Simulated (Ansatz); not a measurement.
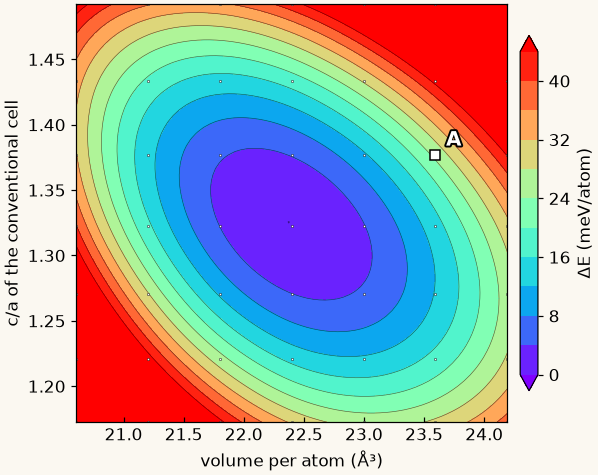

Se (P3_121, No. 152; 3 atoms in the cell). 
- The energy is mapped over volume and the cell's shape.
- First axis: volume per atom. Second axis: c/a of the conventional cell.
- Nothing is relaxed (fractional coordinates fixed).
- The grid has 7 × 7 points.
- Points are written as (first, second).
- All energies are given in meV/atom relative to the lowest grid point.
- The band gap closes in part of the range.
- Computed with Ansatz 0.2.0, DFT PBEsol+D3(BJ), scalar-relativistic, plane waves, PAW. Settings: cutoff 420 eV, k-mesh 12×12×8 in the order of the run's cell vectors, gaussian smearing 0.03 eV, no spin polarisation.

In the figure: filled contours, dots at the grid points, one colour for all values above the top of the scale, the point A. Between grid points the surface is interpolated.

Is A at rest? If not, where is it pushed?

Answer. A, at (23.59 Å³, 1.377), is not a stationary point. The computed force is 28 meV/atom for each Å³ towards smaller values of volume per atom and 270 meV/atom for each unit towards smaller values of c/a of the conventional cell.
